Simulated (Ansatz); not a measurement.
**TiO2: a changed input and its effect**

System: TiO2 (I4₁/amd, 6 atoms in the cell).
Method of the first run: DFT, r2SCAN, plane waves, PAW, no spin polarisation (Ansatz 0.2.0).

The structure was built on a prototype by a generator. The geometry comes from this level: r2SCAN (a point of a series of strains). Text and figures count atoms from 1; the logs count them from 0 in places.

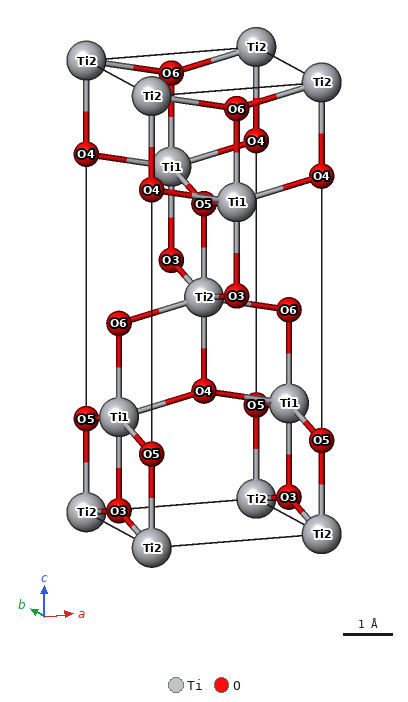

Figure 1. The structure as given in the input (ball-and-stick view of the cell 2 times as large as that of the calculation, set on its symmetry axes, seen slightly off an axis; atoms are numbered from 1 in the order of the input). Near neighbours in the crystal (not all of them lie inside the picture): Ti has 6 O at 1.93 to 1.99 Å; O has 3 Ti at 1.93 to 1.99 Å.

Input, the first run:
```yaml
crystal:
  lattice:
    - [-1.8888988106, 1.8888988106, 4.7917154967]
    - [1.8888988106, -1.8888988106, 4.7917154967]
    - [1.8888988106, 1.8888988106, -4.7917154967]
  atoms:
    - { symbol: Ti, position: [0.75, 0.25, 0.5] }
    - { symbol: Ti, position: [0.0, 0.0, 0.0] }
    - { symbol: O, position: [0.5427139662, 0.0427139662, 0.5] }
    - { symbol: O, position: [0.7927139662, 0.7927139662, 0.0] }
    - { symbol: O, position: [0.2072860338, 0.2072860338, 0.0] }
    - { symbol: O, position: [0.9572860338, 0.4572860338, 0.5] }
kpoints:
  mp_grid: { grid: [10, 10, 10] }
  band_path:
    path:
      - [0.0, 0.0, 0.0]
      - [0.0, 0.0, 0.5]
      - [0.25, 0.25, 0.25]
      - [0.0, 0.5, 0.0]
      - [0.5, 0.5, -0.5]
      - [0.2888485976, 0.7111514024, -0.2888485976]
      - [-0.2888485976, 0.2888485976, 0.2888485976]
      - [-0.0776971953, 0.0776971953, 0.5]
      - [0.5, 0.5, -0.0776971953]
      - [0.3, 0.3, -0.3]
      - [0.0, 0.0, 0.4375]
    npoints: 1
hamiltonian:
  xc: r2scan
scf:
  occupations: { method: fixed }
  n_extra_bands: 5
output:
  forces: true
  stress: true
  eigenvalues: true
```

Launched with:
```bash
ansatz run input.yaml --threads 2 --pin off --max-ram 20275MiB --backend cpu --events-out ev --progress --plain --runs-dir out
```

Hardware: 2 threads of AMD EPYC (Zen 3), 144 GiB of memory available, shared host.

Output, shortened to warnings, some set-up lines, iterations and results (the first run):
```
Basis set: ecut = 500 eV, 1693 PW (Γ), FFT grids on a1+a3, a2+a3, a3, exchange–correlation on 120×120×180 points (64 copies of the dense FFT grid, shifted against one another)
Symmetry: 16 space group operations
k-points: 102 of 1000
Initial density: superposition of atomic densities (neutral atoms: chi_scale 0, normalization atom), corrected by the library's trained network
[...]
SCF iter   1: F=—  HF=-7292.639636 eV  |F-HF|=—  |Δ(HF+E_count)|=         —  Δρ=2.70e-2  dr2=5.82e-1  dr2_τ=3.97e-1  ethr=1.77e-3  ⟨swp⟩=4.0  Hψ=11114  notcnv=0  defer=146
SCF iter   2: F=—  HF=-7292.825543 eV  |F-HF|=—  |Δ(HF+E_count)|=   1.86e-1  Δρ=3.65e-2  dr2=8.63e-1  dr2_τ=1.03e-1  ethr=1.21e-3  ⟨swp⟩=2.9  Hψ=6573  notcnv=0  defer=247
SCF iter   3: F=—  HF=-7292.663043 eV  |F-HF|=—  |Δ(HF+E_count)|=   1.63e-1  Δρ=6.46e-3  dr2=1.18e-2  dr2_τ=1.33e-3  ethr=1.21e-3  ⟨swp⟩=2.0  Hψ=4477  notcnv=0  defer=121
SCF iter   4: F=—  HF=-7292.663930 eV  |F-HF|=—  |Δ(HF+E_count)|=   8.87e-4  Δρ=2.27e-3  dr2=3.89e-3  dr2_τ=2.49e-4  ethr=2.47e-5  ⟨swp⟩=2.3  Hψ=4407  notcnv=0  defer=303
SCF iter   5: F=—  HF=-7292.663203 eV  |F-HF|=—  |Δ(HF+E_count)|=   7.28e-4  Δρ=2.94e-4  dr2=4.10e-5  dr2_τ=3.39e-6  ethr=8.11e-6  ⟨swp⟩=2.0  Hψ=4291  notcnv=0  defer=303
SCF iter   6: F=—  HF=-7292.663214 eV  |F-HF|=—  |Δ(HF+E_count)|=   1.12e-5  Δρ=3.92e-5  dr2=3.56e-7  dr2_τ=9.61e-8  ethr=8.54e-8  ⟨swp⟩=2.0  Hψ=4374  notcnv=0  defer=147
SCF iter   7: F=—  HF=-7292.663214 eV  |F-HF|=—  |Δ(HF+E_count)|=   3.52e-7  Δρ=3.09e-5  dr2=8.51e-7  dr2_τ=2.63e-8  ethr=2.08e-10  ⟨swp⟩=10.7  Hψ=14108  notcnv=0
SCF iter   8: F=-7292.663214 eV  HF=-7292.663214 eV  |F-HF|=4.22e-9  |Δ(HF+E_count)|=   1.56e-7  Δρ=2.44e-6  dr2=5.01e-9  dr2_τ=5.95e-11  ethr=2.08e-10  ⟨swp⟩=3.6  Hψ=13291  …
SCF 1 converged in 8 iterations: F = -7292.663214 eV  dr2 = 5.01e-9
NSCF: frozen V_eff on 11 k-points
SCF converged after 8 iterations
Free energy (F): -7292.663214 eV
Harris-Foulkes:  -7292.663214 eV  (|F-HF|=4.22e-9)
Internal energy: -7292.663214 eV  (E = F + TS)
E sigma→0 (E₀):  -7292.663214 eV
Fermi energy:    6.901088 eV
--- Per-component energies (eV) ---
  E_band       = -507.875490
  E_kinetic    = 1251.728907
  E_local      = -3571.030567  (includes V_loc(G=0)·N_el)
  E_nonlocal   = 191.965105
  E_hartree    = 1382.624758
  E_xc         = -482.716590
  E_vxc        = -693.320295  (∫ρ·V_xc dr)
  E_paw        = -2747.619645  (= ΣΔE_a)
  E_vpaw       = -498.332115  (= ΣTr[D̂ρ^β])
  E_aug_tail   = 0.004415  (compensation charges beyond the density's cutoff)
  E_vtau       = 45.861735  (kinetic-family band-sum trace: ∫τ·v_τ [+ j·A + Jᵃ·Aᵃ] dr)
  E_ewald      = -3316.984919
  E_core_change = -0.634678  (= ΣΔE_core)
  E_smearing   = -0.000000  (= −TS)
  E_closure    = 0.000000  (closes the sum)
  Σ components = -7292.663214   (vs F -7292.663214, Δ=0.00e0)
--- Forces (eV/Å), atoms counted from 1 ---
  atom   1  Ti    -0.00000000    -0.00000000     0.00000000
  atom   2  Ti     0.00000000     0.00000000    -0.00000000
  atom   3  O     -0.00000000    -0.00000000     0.00148938
  atom   4  O      0.00000000     0.00000000     0.00148938
  atom   5  O      0.00000000    -0.00000000    -0.00148938
  atom   6  O     -0.00000000     0.00000000    -0.00148938
  max |Σ_I F_I| component: 3.25e-18 eV/Å
--- Stress (GPa, compression-positive) ---
        0.018980      -0.000000       0.000000
       -0.000000       0.018980      -0.000000
        0.000000      -0.000000      -0.005103
  P = ⅓ Tr σ = 0.0110 GPa (0.110 kbar)
```

For the second run the input was changed thus:
```diff
-    - [-1.8888988106, 1.8888988106, 4.7917154967]
-    - [1.8888988106, -1.8888988106, 4.7917154967]
-    - [1.8888988106, 1.8888988106, -4.7917154967]
+    - [-1.964454763, 1.964454763, 4.9833841166]
+    - [1.964454763, -1.964454763, 4.9833841166]
+    - [1.964454763, 1.964454763, -4.9833841166]
-    - { symbol: O, position: [0.5427139662, 0.0427139662, 0.5] }
-    - { symbol: O, position: [0.7927139662, 0.7927139662, 0.0] }
-    - { symbol: O, position: [0.2072860338, 0.2072860338, 0.0] }
-    - { symbol: O, position: [0.9572860338, 0.4572860338, 0.5] }
+    - { symbol: O, position: [0.5476691498, 0.0476691498, 0.5] }
+    - { symbol: O, position: [0.7976691498, 0.7976691498, 0.0] }
+    - { symbol: O, position: [0.2023308502, 0.2023308502, 0.0] }
+    - { symbol: O, position: [0.9523308502, 0.4523308502, 0.5] }
-      - [0.0, 0.0, 0.4375]
```

Predict how the results change.

With the same functional and potentials, the second run lies 92.4 meV per atom higher. The gap on the mesh goes from 2.54 to 2.38 eV. The pressure goes from 0.01 to −18.66 GPa. The volume per atom goes from 11.40 to 12.82 Å³. The number of SCF iterations is the same. The plane waves at Γ go from 1693 to 1971.

Output, shortened to warnings, some set-up lines, iterations and results (the second run):
```
Basis set: ecut = 500 eV, 1971 PW (Γ), FFT grids on a1+a3, a2+a3, a3, exchange–correlation on 120×120×180 points (64 copies of the dense FFT grid, shifted against one another)
Symmetry: 16 space group operations
k-points: 102 of 1000
Initial density: superposition of atomic densities (neutral atoms: chi_scale 0, normalization atom), corrected by the library's trained network
[...]
SCF iter   1: F=—  HF=-7292.117366 eV  |F-HF|=—  |Δ(HF+E_count)|=         —  Δρ=2.71e-2  dr2=6.94e-1  dr2_τ=3.39e-1  ethr=1.77e-3  ⟨swp⟩=3.1  Hψ=11015  notcnv=0  defer=136
SCF iter   2: F=—  HF=-7292.124550 eV  |F-HF|=—  |Δ(HF+E_count)|=   7.18e-3  Δρ=1.54e-2  dr2=1.15e-1  dr2_τ=4.43e-2  ethr=1.44e-3  ⟨swp⟩=3.0  Hψ=6547  notcnv=0  defer=109
SCF iter   3: F=—  HF=-7292.108647 eV  |F-HF|=—  |Δ(HF+E_count)|=   1.59e-2  Δρ=4.14e-3  dr2=9.11e-3  dr2_τ=6.81e-4  ethr=2.39e-4  ⟨swp⟩=2.0  Hψ=4400  notcnv=0  defer=218
SCF iter   4: F=—  HF=-7292.108548 eV  |F-HF|=—  |Δ(HF+E_count)|=   9.92e-5  Δρ=1.34e-3  dr2=9.56e-4  dr2_τ=1.52e-4  ethr=1.90e-5  ⟨swp⟩=2.0  Hψ=4275  notcnv=0  defer=300
SCF iter   5: F=—  HF=-7292.108596 eV  |F-HF|=—  |Δ(HF+E_count)|=   4.82e-5  Δρ=2.50e-4  dr2=7.54e-5  dr2_τ=3.40e-6  ethr=1.99e-6  ⟨swp⟩=2.0  Hψ=4288  notcnv=0  defer=302
SCF iter   6: F=—  HF=-7292.108604 eV  |F-HF|=—  |Δ(HF+E_count)|=   7.66e-6  Δρ=5.44e-5  dr2=4.77e-6  dr2_τ=9.82e-8  ethr=1.57e-7  ⟨swp⟩=2.2  Hψ=3719  notcnv=0  defer=107
SCF iter   7: F=—  HF=-7292.108605 eV  |F-HF|=—  |Δ(HF+E_count)|=   7.82e-7  Δρ=2.81e-5  dr2=7.66e-7  dr2_τ=3.29e-8  ethr=9.94e-9  ⟨swp⟩=2.0  Hψ=4047  notcnv=0  defer=107
SCF iter   8: F=-7292.108605 eV  HF=-7292.108605 eV  |F-HF|=1.42e-8  |Δ(HF+E_count)|=   2.56e-8  Δρ=5.07e-6  dr2=2.45e-8  dr2_τ=2.07e-10  ethr=2.08e-10  ⟨swp⟩=8.5  Hψ=13955  …
SCF 1 converged in 8 iterations: F = -7292.108605 eV  dr2 = 2.45e-8
NSCF: frozen V_eff on 10 k-points
SCF converged after 8 iterations
Free energy (F): -7292.108605 eV
Harris-Foulkes:  -7292.108605 eV  (|F-HF|=1.42e-8)
Internal energy: -7292.108605 eV  (E = F + TS)
E sigma→0 (E₀):  -7292.108605 eV
Fermi energy:    5.363560 eV
--- Per-component energies (eV) ---
  E_band       = -576.833852
  E_kinetic    = 1236.205455
  E_local      = -3784.850750  (includes V_loc(G=0)·N_el)
  E_nonlocal   = 191.214601
  E_hartree    = 1458.782114
  E_xc         = -478.908562
  E_vxc        = -688.235535  (∫ρ·V_xc dr)
  E_paw        = -2744.993415  (= ΣΔE_a)
  E_vpaw       = -494.754906  (= ΣTr[D̂ρ^β])
  E_aug_tail   = 0.004225  (compensation charges beyond the density's cutoff)
  E_vtau       = 46.018880  (kinetic-family band-sum trace: ∫τ·v_τ [+ j·A + Jᵃ·Aᵃ] dr)
  E_ewald      = -3168.927595
  E_core_change = -0.634678  (= ΣΔE_core)
  E_smearing   = -0.000000  (= −TS)
  E_closure    = 0.000000  (closes the sum)
  Σ components = -7292.108605   (vs F -7292.108605, Δ=0.00e0)
--- Forces (eV/Å), atoms counted from 1 ---
  atom   1  Ti    -0.00000000     0.00000000     0.00000000
  atom   2  Ti     0.00000000     0.00000000     0.00000000
  atom   3  O     -0.00000000    -0.00000000    -0.00026518
  atom   4  O     -0.00000000    -0.00000000    -0.00026518
  atom   5  O     -0.00000000    -0.00000000     0.00026518
  atom   6  O     -0.00000000    -0.00000000     0.00026518
  max |Σ_I F_I| component: 6.51e-18 eV/Å
--- Stress (GPa, compression-positive) ---
      -19.655850       0.000000       0.000000
        0.000000     -19.655850       0.000000
        0.000000       0.000000     -16.679152
  P = ⅓ Tr σ = -18.6636 GPa (-186.636 kbar)
```

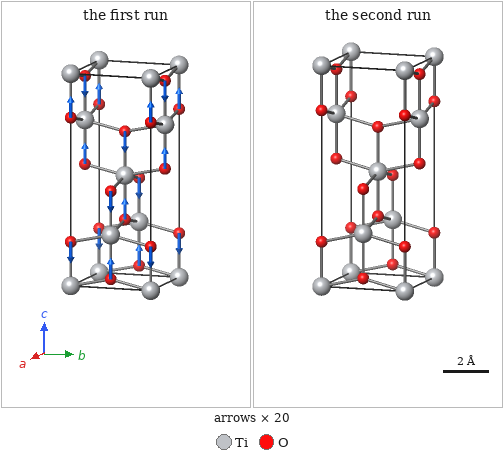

Figure 2. The two input geometries at one scale (ball-and-stick view of the cell 2 times as large as that of the calculation, set on its symmetry axes, seen slightly off an axis). The blue arrows on the first give the shifts of the atoms relative to the cell, with their mean removed, magnified 20 times. The largest moves relative to the cell, 0.049 Å, are those of O atoms. Ti stays in place. (The mean shift of all atoms is removed.) The volume changes by +12.5 %, with a = b 3.778 → 3.929 Å (+4.0 %), c 9.583 → 9.967 Å (+4.0 %). Among the contacts that change: O–Ti 1.933 → 2.021 Å, O–Ti 1.987 → 2.017 Å.

The two runs side by side:

| quantity | the first run | the second run |
| --- | --- | --- |
| outcome | converged | converged |
| free energy per atom (eV) | −1215.4439 | −1215.3514 |
| gap on the mesh (eV) | 2.54 | 2.38 |
| pressure (GPa) | 0.01 | −18.66 |
| volume per atom (Å³) | 11.40 | 12.82 |
| largest force (eV/Å) | 0.001 | 0.000 |
| SCF iterations | 8 | 8 |
| irreducible k-points | 102 | 102 |
| plane waves at Γ | 1693 | 1971 |
| wall time (shared host) | 12 s | 11 s |

For the second run: The cell is under a tension of 18.7 GPa at this level, so it is not at its equilibrium volume.
